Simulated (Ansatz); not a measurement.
Run report: Ge, band-structure calculation (part 2 of 2)

The same run, continued: Ge (2 atoms in the cell); DFT, HSE06, plane waves, PAW, no spin polarisation (Ansatz 0.2.0); cutoff 420 eV, 6×6×6 k-mesh, Fermi–Dirac smearing of 0.02 eV. The structure was built on a prototype by a generator. The geometry comes from this level: r2SCAN (a point of a series of strains). It belongs to a series of runs on one base structure; here: epitaxial_xy strain -5.0%.

Geometry of the input (Å; fractional positions):
```
0.0000  2.6950  2.9343
2.6950  0.0000  2.9343
2.6950  2.6950  0.0000
Ge 0.0000  0.0000  0.0000
Ge 0.2500  0.2500  0.2500
```

## File bands.tsv
```
# k_distance	band_0	band_1	band_2	band_3	band_4	band_5	band_6	band_7	band_8	band_9	band_10	band_11	band_12	band_13	band_14	band_15	band_16	band_17
# fermi_ev = 9.619098
# lock_threshold_ev = 1e-6
# [0, 0, 0] at k_distance = 0.000000
# [0.5, 0, 0.5] at k_distance = 1.165699
# [0.625, 0.25, 0.625] at k_distance = 1.561388
# [0.375, 0.375, 0.75] at k_distance = 2.265861
# [0.5, 0.5, 0.5] at k_distance = 2.941451
# [0.5, 0.25, 0.75] at k_distance = 3.732829
# [0, 0, 0.5] at k_distance = 4.524207
# levels_relative_to = fermi_ev
# free_energy_ev = -8591.552547
# largest_residual_norms_ev = 3.081e-4 3.097e-4 1.954e-4 2.600e-4 5.312e-4 2.112e-4 2.411e-4 2.280e-4 1.829e-4 2.078e-4 2.530e-4 2.492e-4 3.996e-4 4.257e-4 7.889e-4 6.638e-4 8.422e-4 8.460e-4
0.000000	-28.571163	-28.571163	-28.547062	-28.525724	-28.515267	-28.307054	-28.270703	-28.270515	-28.270515	-28.249436	-15.082694	-1.063612	-0.263974	-0.263974	0.881355	2.610681	2.610681	3.017423
1.165699	-28.592817	-28.592817	-28.499112	-28.499112	-28.383993	-28.383993	-28.330379	-28.330379	-28.228930	-28.228930	-10.315841	-10.315841	-4.317138	-4.317138	0.409856	0.409856	10.249903	10.249903
1.561388	-28.619893	-28.594948	-28.497345	-28.430667	-28.409699	-28.386455	-28.370650	-28.331700	-28.226698	-28.202845	-10.961248	-9.648475	-5.568594	-3.820257	0.891388	4.053097	7.499140	7.777460
2.265861	-28.626550	-28.620429	-28.521702	-28.460611	-28.403837	-28.383923	-28.357811	-28.299974	-28.199339	-28.195931	-11.134762	-10.091054	-5.598238	-3.106448	1.695140	5.284686	8.073140	8.296767
2.941451	-28.605508	-28.577109	-28.549617	-28.472001	-28.467546	-28.328388	-28.322606	-28.285140	-28.250471	-28.218864	-12.574458	-9.153459	-2.608648	-1.683314	0.314867	3.835907	4.282412	7.492404
3.732829	-28.622315	-28.622315	-28.472886	-28.472886	-28.396962	-28.396962	-28.343069	-28.343069	-28.199654	-28.199654	-10.425004	-10.425004	-5.063923	-5.063923	4.868787	4.868787	5.802517	5.802517
4.524207	-28.605508	-28.577109	-28.549617	-28.472001	-28.467546	-28.328388	-28.322606	-28.285140	-28.250471	-28.218864	-12.574458	-9.153459	-2.608648	-1.683314	0.314867	3.835907	4.282412	7.492404
```

## File rho_z.tsv
```
# z_ang	rho[e/angstrom^3]
# format = ansatz-planar-average/11
# lattice	0.000000000	2.695029836	2.934323671
# lattice	2.695029836	0.000000000	2.934323671
# lattice	2.695029836	2.695029836	0.000000000
# sites	2
# site	32	0.000000000	0.000000000	0.000000000
# site	32	1.347514918	1.347514918	1.467161836
0.000000	1.538055e0
0.141161	1.409476e0
0.282322	1.100623e0
0.423483	8.869868e-1
0.564644	9.200956e-1
0.705805	1.178735e0
0.846966	1.469080e0
0.988127	1.517187e0
1.129288	1.238623e0
1.270449	8.253756e-1
1.411610	4.964402e-1
1.552771	3.081852e-1
1.693932	2.142488e-1
1.835093	1.663553e-1
1.976254	1.399716e-1
2.117415	1.254358e-1
2.258576	1.178243e-1
2.399737	1.156478e-1
2.540898	1.192275e-1
2.682060	1.282727e-1
2.823221	1.452090e-1
2.964382	1.757105e-1
3.105543	2.319493e-1
3.246704	3.440677e-1
3.387865	5.648999e-1
3.529026	9.269775e-1
3.670187	1.331378e0
```

## File v_z.tsv
```
# z_ang	v_es[eV]	v_tot[eV]
# format = ansatz-planar-average/11
# xc	hse06
# density_cutoff_ev	1680
# datasets	Ge=:simpson_from_first_knot:soft:fock:shift=0
# lattice	0.000000000	2.695029836	2.934323671
# lattice	2.695029836	0.000000000	2.934323671
# lattice	2.695029836	2.695029836	0.000000000
# sites	2
# site	32	0.000000000	0.000000000	0.000000000
# site	32	1.347514918	1.347514918	1.467161836
0.000000	7.497503e-1	-8.577836e0
0.141161	-1.872069e-1	-9.742760e0
0.282322	-8.175395e-1	-1.054172e1
0.423483	-1.099342e0	-1.091805e1
0.564644	-1.060064e0	-1.086436e1
0.705805	-6.930826e-1	-1.038061e1
0.846966	2.286563e-2	-9.481834e0
0.988127	1.014560e0	-8.244320e0
1.129288	2.111480e0	-6.820672e0
1.270449	3.226195e0	-5.311603e0
1.411610	4.406209e0	-3.683296e0
1.552771	5.664297e0	-1.938829e0
1.693932	6.982631e0	-1.620175e-1
1.835093	8.308301e0	1.533563e0
1.976254	9.482991e0	2.977983e0
2.117415	1.030725e1	3.978055e0
2.258576	1.073636e1	4.503869e0
2.399737	1.084666e1	4.640755e0
2.540898	1.066157e1	4.411531e0
2.682060	1.014038e1	3.775325e0
2.823221	9.215473e0	2.652210e0
2.964382	7.983006e0	1.125280e0
3.105543	6.648716e0	-6.036809e-1
3.246704	5.343571e0	-2.381798e0
3.387865	4.103100e0	-4.103411e0
3.529026	2.943784e0	-5.697758e0
3.670187	1.835446e0	-7.185728e0
```

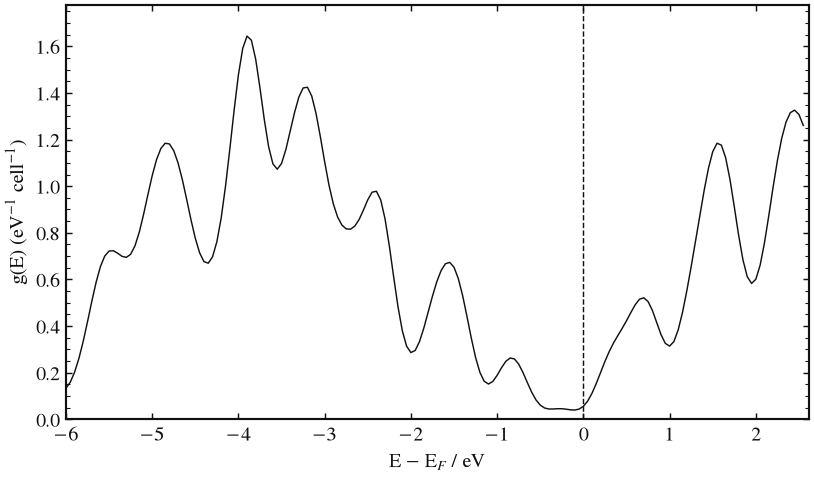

Figure 1. Density of states (the curve is built from the levels of the k mesh with Gaussians 0.4 eV wide, which also blur the band edges), with energies from the Fermi level. Small ripples come from the finite k-point mesh.

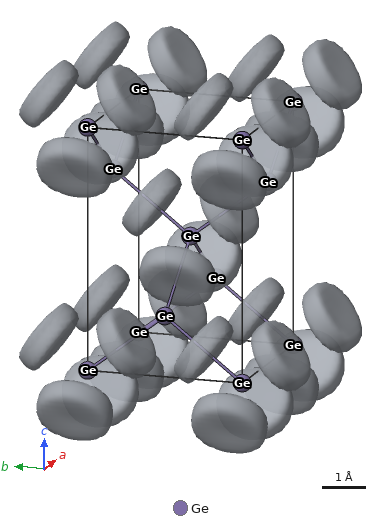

Figure 2. Isosurface of the electron localisation function at 0.55 (grey), seen at an oblique angle. Only the valence region is drawn (cores and ρ < 0.01 e/Å³ removed). Sticks mark near contacts. The outline is the cell set on symmetry axes. Along the contacts the grid gives the following. Ge–Ge (2.41 Å): the ELF peaks at about 0.80 between the atoms (a covalent bond). The fields are those of the smooth PAW valence density.

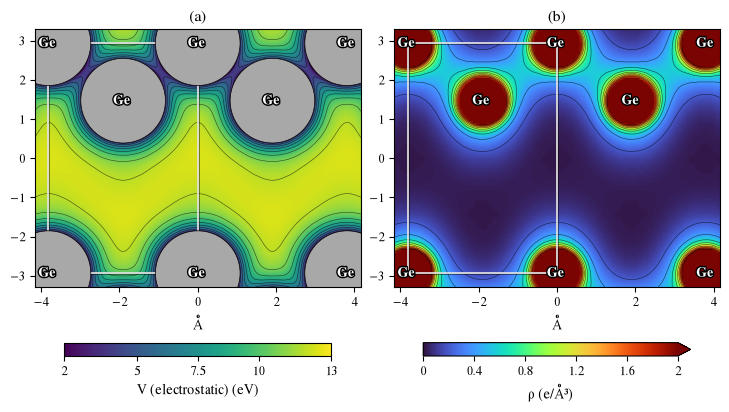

Figure 3. (a) electrostatic potential (local pseudopotential plus Hartree) felt by an electron; (b) valence electron density on the (010) plane of the conventional cell. Grey discs, where drawn, cover atomic cores. Atoms in the plane: Ge. Ge–Ge (2.41 Å): the density is about 0.56 e/Å³ at the midpoint. Away from the nuclei the density in this plane falls to 0.02 e/Å³ at its lowest. Outside the cores the potential energy rises away from the atoms and is highest about 2.4 Å from the nearest atoms; outside the discs it spans about 10 eV, and its zero is arbitrary.

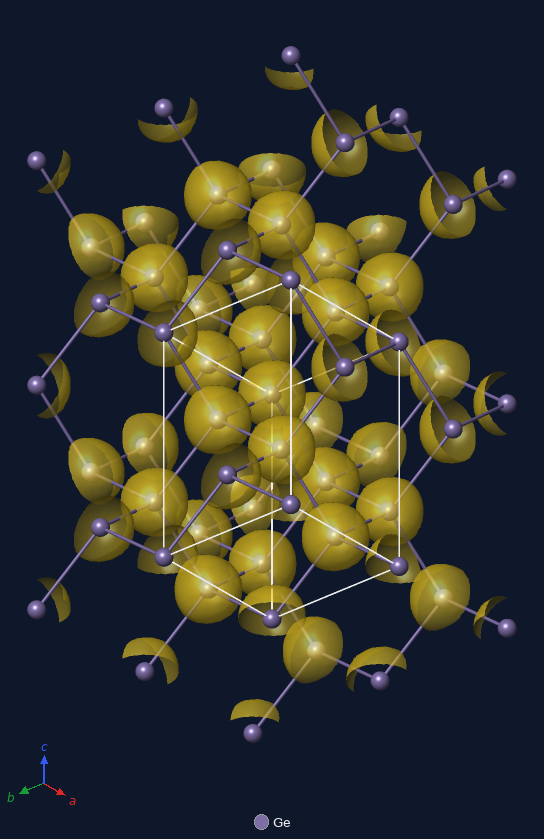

Figure 4. Isosurface of the valence pseudo-density at 0.8 e/Å³ (yellow), seen at an oblique angle. Sticks mark near contacts. The outline is the cell set on symmetry axes. At this value the density breaks into separate islands; it holds about 70 % of the electrons treated as valence (semicore included). It is pinched off along the Ge–Ge (2.41 Å) contacts. On the grid the lowest density along these lines, outside the cores, is 0.56 e/Å³ (Ge–Ge, 2.41 Å).

## Key numbers

```csv
quantity,value
outcome,converged
space group (tolerance 0.01 Å),I4₁/amd (141)
electrons treated,28
free energy,−8591.5525 eV
Fermi energy,9.619 eV
band gap,0.55 eV
pressure,6.26 GPa
largest force (length of the vector),under 0.001 eV/Å
wall time,40 s (CPU time 2.5 min)
peak memory,1.1 GiB
```

## Remarks

The program warns: the exchange loop's threshold is looser than advised for the stress; the SCF threshold is looser than advised for the printed stress.
